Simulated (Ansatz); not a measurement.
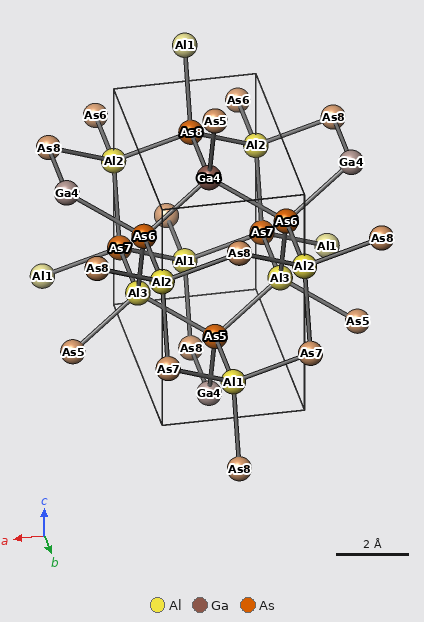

Fig. 1: The starting structure (ball-and-stick view of the cell of the calculation, seen at an oblique angle; neighbours outside the cell are drawn fainter; atoms are numbered from 1 in the order of the input).

**Geometry relaxation of Al3GaAs4 (part 1 of 2)**

The run: geometry relaxation of Al3GaAs4 (Pm, 8 atoms in the cell). Method and program: DFT PBE, scalar-relativistic, plane waves, PAW, no spin polarisation (Ansatz 0.2.0).

The structure derives from a Materials Project entry. It belongs to a series of runs on one base structure; here: 1 of 4 Al sites taken by Ga, cell and atoms relaxed. Figures and captions count atoms from 1; the log counts them from 0 in places.

### What the program printed
```
Engine: ansatz 0.2.0, x86_64-unknown-linux-gnu
Pseudopotentials: kind: paw
Pseudopotential: Al, paw, valence charge 3, recommended cutoff 420 eV (normal), Al.paw.azcp
Pseudopotential: Ga, paw, valence charge 13, recommended cutoff 420 eV (normal), Ga.paw.azcp
Pseudopotential: As, paw, valence charge 15, recommended cutoff 420 eV (normal), As.paw.azcp
Functional definition: PBE
  parameter kappa = 0.804
  parameter beta = 0.06672455060314922
  exchange = pbe_x(kappa = kappa, mu = beta*pi^2/3)
  correlation = pbe_c(beta = beta)
Crystal: 8 atoms, lattice volume = 188.320 Å³
Basis set: ecut = 420 eV, 3653 PW (Γ), exchange–correlation on 60×90×96 points (8 copies of the dense FFT grid, shifted against one another)
Bands: 50, of which v1, the nominal top of the filled ones, is band 41 counted from 1 (40 counted from 0)
Symmetry: 2 space group operations
Space group: Pm (ITA 6), of the structure as read, at distance tolerance 5.7e-5 Å
k-points: 120 of 360 (time reversal used)
Non-local potential: Al, projectors of the file, l = 0: 2, l = 1: 2, l = 2: 1
Non-local potential: Ga, projectors of the file, l = 0: 2, l = 1: 2, l = 2: 3, l = 3: 1
Non-local potential: As, projectors of the file, l = 0: 2, l = 1: 2, l = 2: 3, l = 3: 1
PAW form: soft (Blöchl's): semilocal exchange-correlation on the pseudo side does not see the compensation charge
PAW one-centre angular grid: Al, 110 points (default); XC on 64 Gauss nodes
PAW one-centre angular grid: Ga, 590 points (default); XC on 64 Gauss nodes
PAW one-centre angular grid: As, 590 points (default); XC on 64 Gauss nodes
Initial density: superposition of atomic densities (neutral atoms: chi_scale 0, normalization atom), corrected by the library's trained network
Initial wavefunctions: pseudopotential atomic-orbital guess
Functional: x = pbe(κ = 0.804, μ = 0.2195149727645171), c = pbe(β = 0.06672455060314922)
SCF iter   1: F=—  HF=-24823.635124 eV  |F-HF|=—  |Δ(HF+E_count)|=         —  Δρ=1.42e-3  dr2=7.16e-3  ethr=1.77e-3  ⟨swp⟩=7.0  Hψ=23974  notcnv=0
preconditioner: auto → Resta (q_TF=auto, 2.375 Å⁻¹)  ε∞=3.7  [insulator: Δε(μ)=1.036 eV  Ē_g=10.763 eV  σ=0.010 eV  W_gap=1.00  n_scr=42 (ndim 8)  ℏωp=17.5 eV  f_vac=0.035  D(μ)=0.00/eV (n_scr^D=0)  ε∞_Penn≈3.7]
SCF iter   2: F=—  HF=-24823.632455 eV  |F-HF|=—  |Δ(HF+E_count)|=   2.67e-3  Δρ=7.56e-4  dr2=1.83e-3  ethr=8.73e-6  ⟨swp⟩=2.6  Hψ=10353  notcnv=0  defer=406
SCF iter   3: F=—  HF=-24823.632555 eV  |F-HF|=—  |Δ(HF+E_count)|=   1.00e-4  Δρ=4.37e-4  dr2=3.00e-4  ethr=2.23e-6  ⟨swp⟩=2.0  Hψ=8788  notcnv=0  defer=406
SCF iter   4: F=—  HF=-24823.632338 eV  |F-HF|=—  |Δ(HF+E_count)|=   2.17e-4  Δρ=1.41e-4  dr2=5.08e-5  ethr=3.66e-7  ⟨swp⟩=3.0  Hψ=10829  notcnv=0  defer=406
SCF iter   5: F=—  HF=-24823.632341 eV  |F-HF|=—  |Δ(HF+E_count)|=   3.50e-6  Δρ=4.14e-5  dr2=4.13e-6  ethr=6.20e-8  ⟨swp⟩=2.0  Hψ=10514  notcnv=0  defer=406
SCF iter   6: F=—  HF=-24823.632340 eV  |F-HF|=—  |Δ(HF+E_count)|=   1.14e-6  Δρ=2.24e-5  dr2=1.13e-6  ethr=5.03e-9  ⟨swp⟩=2.0  Hψ=10514  notcnv=0  defer=406
SCF iter   7: F=-24823.632341 eV  HF=-24823.632341 eV  |F-HF|=1.64e-7  |Δ(HF+E_count)|=   6.22e-7  Δρ=5.87e-6  dr2=5.89e-8  ethr=1.22e-10  ⟨swp⟩=8.4  Hψ=28928  notcnv=0
SCF 1 converged in 7 iterations: F = -24823.632341 eV  dr2 = 5.89e-8
  greatest PAW one-centre occupation: 0.999 electrons in one spin orbital (limit 2), on the As atom at site 5 (counted from 0), in its partial waves of l = 2
relax step   1: F+E_penalty+E_count = -24823.63234103 eV  Δ(F+E_penalty+E_count) = +0.000e0 eV  max|allowed force component| = 8.762e-2 eV/Å  Δτ_max = 0.0000 Å  P = +0.023 GPa  Ω = 188.320 Å³  (7 SCF iters, dr2 threshold 1.00e-7 eV, accepted)
Crystal: 8 atoms, lattice volume = 188.383 Å³
Initial density: handed on by an earlier stage of this run
Initial wavefunctions: those handed on with the density
iter 1 solved again at ethr=6.81e-7 eV; its pass at ethr=3.10e-3 eV (dr2=5.58e-4 eV) is discarded
SCF iter   1: F=—  HF=-24823.633933 eV  |F-HF|=—  |Δ(HF+E_count)|=         —  Δρ=6.21e-4  dr2=5.69e-4  ethr=6.81e-7  ⟨swp⟩=3.1  Hψ=23406  notcnv=0
preconditioner: auto → Resta (q_TF=auto, 2.375 Å⁻¹)  ε∞=3.7  [insulator: Δε(μ)=1.058 eV  Ē_g=10.759 eV  σ=0.010 eV  W_gap=1.00  n_scr=42 (ndim 8)  ℏωp=17.5 eV  f_vac=0.034  D(μ)=0.00/eV (n_scr^D=0)  ε∞_Penn≈3.7]
SCF iter   2: F=—  HF=-24823.633840 eV  |F-HF|=—  |Δ(HF+E_count)|=   9.22e-5  Δρ=3.36e-4  dr2=1.85e-4  ethr=6.81e-7  ⟨swp⟩=1.1  Hψ=6019  notcnv=0
SCF iter   3: F=—  HF=-24823.633754 eV  |F-HF|=—  |Δ(HF+E_count)|=   8.63e-5  Δρ=4.28e-5  dr2=5.69e-6  ethr=2.26e-7  ⟨swp⟩=2.0  Hψ=7332  notcnv=0
SCF iter   4: F=—  HF=-24823.633754 eV  |F-HF|=—  |Δ(HF+E_count)|=   2.21e-7  Δρ=2.39e-5  dr2=1.12e-6  ethr=6.94e-9  ⟨swp⟩=2.0  Hψ=10320  notcnv=0
SCF iter   5: F=-24823.633754 eV  HF=-24823.633754 eV  |F-HF|=2.35e-8  |Δ(HF+E_count)|=   5.05e-7  Δρ=9.59e-6  dr2=2.02e-7  ethr=5.85e-10  ⟨swp⟩=6.4  Hψ=25940  notcnv=0
SCF 2 converged in 5 iterations: F = -24823.633754 eV  dr2 = 2.02e-7
relax step   2: F+E_penalty+E_count = -24823.63375379 eV  Δ(F+E_penalty+E_count) = -1.413e-3 eV  max|allowed force component| = 1.993e-2 eV/Å  Δτ_max = 0.0106 Å  P = +0.006 GPa  Ω = 188.383 Å³  energy of the carried Pulay correction = -1.153e-5 eV  (5 SCF iters, dr2 threshold 4.80e-7 eV, accepted)
Crystal: 8 atoms, lattice volume = 188.396 Å³
iter 1 solved again at ethr=2.76e-8 eV; its pass at ethr=3.10e-3 eV (dr2=2.27e-5 eV) is discarded
SCF iter   1: F=—  HF=-24823.633883 eV  |F-HF|=—  |Δ(HF+E_count)|=         —  Δρ=1.47e-4  dr2=2.35e-5  ethr=2.76e-8  ⟨swp⟩=3.2  Hψ=26793  notcnv=0
preconditioner: auto → Resta (q_TF=auto, 2.375 Å⁻¹)  ε∞=3.7  [insulator: Δε(μ)=1.061 eV  Ē_g=10.757 eV  σ=0.010 eV  W_gap=1.00  n_scr=42 (ndim 8)  ℏωp=17.5 eV  f_vac=0.034  D(μ)=0.00/eV (n_scr^D=0)  ε∞_Penn≈3.7]
SCF iter   2: F=—  HF=-24823.633831 eV  |F-HF|=—  |Δ(HF+E_count)|=   5.25e-5  Δρ=7.57e-5  dr2=7.37e-6  ethr=2.76e-8  ⟨swp⟩=2.0  Hψ=6569  notcnv=0
SCF iter   3: F=—  HF=-24823.633829 eV  |F-HF|=—  |Δ(HF+E_count)|=   1.74e-6  Δρ=7.72e-6  dr2=2.23e-7  ethr=8.99e-9  ⟨swp⟩=2.0  Hψ=8485  notcnv=0
SCF iter   4: F=—  HF=-24823.633829 eV  |F-HF|=—  |Δ(HF+E_count)|=   2.92e-8  Δρ=2.84e-6  dr2=2.20e-8  ethr=3.03e-11  ⟨swp⟩=6.1  Hψ=24639  notcnv=0
SCF iter   5: F=-24823.633829 eV  HF=-24823.633829 eV  |F-HF|=1.89e-9  |Δ(HF+E_count)|=   7.53e-9  Δρ=1.27e-6  dr2=5.12e-9  ethr=2.68e-11  ⟨swp⟩=4.0  Hψ=21358  notcnv=0
SCF 3 converged in 5 iterations: F = -24823.633829 eV  dr2 = 5.12e-9
relax step   3: F+E_penalty+E_count = -24823.63382908 eV  Δ(F+E_penalty+E_count) = -7.529e-5 eV  max|allowed force component| = 2.974e-3 eV/Å  Δτ_max = 0.0021 Å  P = +0.001 GPa  Ω = 188.396 Å³  energy of the carried Pulay correction = -1.386e-5 eV  (5 SCF iters, dr2 threshold 2.48e-8 eV, accepted)
Initial wavefunctions: pseudopotential atomic-orbital guess (no wavefunctions were taken with the density)
iter 1 solved again at ethr=1.17e-7 eV; its pass at ethr=3.10e-3 eV (dr2=9.57e-5 eV) is discarded
SCF iter   1: F=—  HF=-24823.633870 eV  |F-HF|=—  |Δ(HF+E_count)|=         —  Δρ=2.21e-5  dr2=3.49e-8  ethr=1.17e-7  ⟨swp⟩=3.6  Hψ=37985  notcnv=0
eigensolver tolerance schedule: the retry pair's looser diagonalisation over-reported the residual by 2740.08 of it (diagonalisation noise at 0.12 of the residual, at the tolerance the schedule requests for it); recorded, not acted on — ethr = c·dr2/N_el stays at c = 1.0e-1
preconditioner: auto → Resta (q_TF=auto, 2.375 Å⁻¹)  ε∞=3.7  [insulator: Δε(μ)=1.060 eV  Ē_g=10.758 eV  σ=0.010 eV  W_gap=1.00  n_scr=42 (ndim 8)  ℏωp=17.5 eV  f_vac=0.034  D(μ)=0.00/eV (n_scr^D=0)  ε∞_Penn≈3.7]
SCF iter   2: F=—  HF=-24823.633838 eV  |F-HF|=—  |Δ(HF+E_count)|=   3.16e-5  Δρ=1.12e-5  dr2=1.01e-8  ethr=4.26e-11  ⟨swp⟩=3.0  Hψ=12236  notcnv=0
SCF iter   3: F=—  HF=-24823.633842 eV  |F-HF|=—  |Δ(HF+E_count)|=   4.11e-6  Δρ=4.99e-6  dr2=2.32e-9  ethr=1.23e-11  ⟨swp⟩=2.0  Hψ=8119  notcnv=0
SCF iter   4: F=-24823.633843 eV  HF=-24823.633843 eV  |F-HF|=7.42e-10  |Δ(HF+E_count)|=   1.02e-6  Δρ=4.14e-7  dr2=2.89e-10  ethr=1.00e-12  ⟨swp⟩=4.1  Hψ=18985  notcnv=0
SCF 4 converged in 4 iterations: F = -24823.633843 eV  dr2 = 2.89e-10
relax step   4: F+E_penalty+E_count = -24823.63384326 eV  Δ(F+E_penalty+E_count) = -1.417e-5 eV  max|allowed force component| = 2.969e-3 eV/Å  Δτ_max = 0.0000 Å  P = +0.001 GPa  Ω = 188.396 Å³  stress off target by 7.91e-3 GPa  SCF on the basis re-selected at this cell (its energy is not comparable with the rows above)  (4 SCF iters)
```

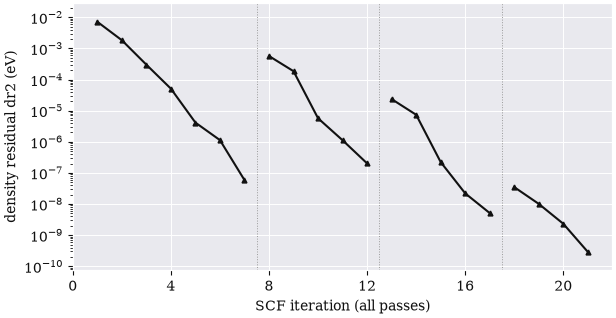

Fig. 2: Convergence of the self-consistent field: density residual dr2 against the SCF iteration. The dotted lines part the SCF passes of the relaxation: geometry steps, rejected trials and re-solves on a re-selected basis. The passes take 7, 5, 5 and 4 iterations.

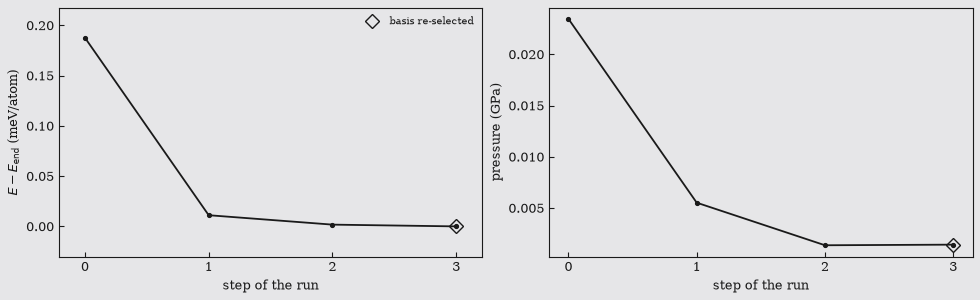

Fig. 3: Progress of the relaxation, step by step (the first geometry is step 0 here and step 1 in the log). After 2 geometry steps the energy has fallen by 0.2 meV per atom. The largest force component goes from 0.088 to 0.003 eV/Å. Pressure: 0.02 GPa at the start and 0.00 GPa at the end. The largest moves relative to the cell, 0.009 Å, are those of As6 and As8. By element the largest moves are As 0.009 Å, Al 0.005 Å, Ga 0.005 Å. Among the contacts that change: Ga4–As5 2.479 → 2.487 Å, Ga4–As8 2.490 → 2.496 Å. The space group stays Pm (No. 6). A last SCF at the same geometry on a re-selected plane-wave basis shifts the energy by next to nothing (0.0 meV per atom). (Atoms are counted from 1 in the order of the input.)

```
basis re-selected at this cell: Δ(F+E_penalty+E_count) = -1.417e-5 eV, ΔP = +0.000 GPa vs the last step (what re-selecting the basis moved, of the pressure what is left beyond the Pulay correction that the steps carried, after the strain that the cell walked since its last selection, with what the two solves' SCF thresholds leave and, on support functions, any second-order correction that the steps lacked; it is no measure of the basis error at this ecutwfc). This SCF's stress stands 7.91e-3 GPa from its target on what of the cell is left free (relax.cell.stress_tol is 1.50e-1 GPa) and its largest allowed force component is 2.97e-3 eV/Å (relax.f_tol is 1.50e-2 eV/Å): within both
SCF converged after 4 iterations
Free energy (F): -24823.633843 eV
Harris-Foulkes:  -24823.633843 eV  (|F-HF|=7.42e-10)
Internal energy: -24823.633843 eV  (E = F + TS)
E sigma→0 (E₀):  -24823.633843 eV
Fermi energy:    7.004728 eV
--- Per-component energies (eV) ---
  E_band       = -1153.756113
  E_kinetic    = 595.590329
  E_local      = -10900.240857  (includes V_loc(G=0)·N_el)
  E_nonlocal   = -2225.627417
  E_hartree    = 5667.210960
  E_xc         = -503.680909
  E_vxc        = -460.063165  (∫ρ·V_xc dr)
  E_paw        = -10733.918916  (= ΣΔE_a)
  E_vpaw       = 502.163652  (= ΣTr[D̂ρ^β])
  E_aug_tail   = -0.000080  (compensation charges beyond the density's cutoff)
  E_ewald      = -6722.966953
  E_smearing   = -0.000000  (= −TS)
  E_closure    = -0.000000  (closes the sum)
  Σ components = -24823.633843   (vs F -24823.633843, Δ=0.00e0)
```
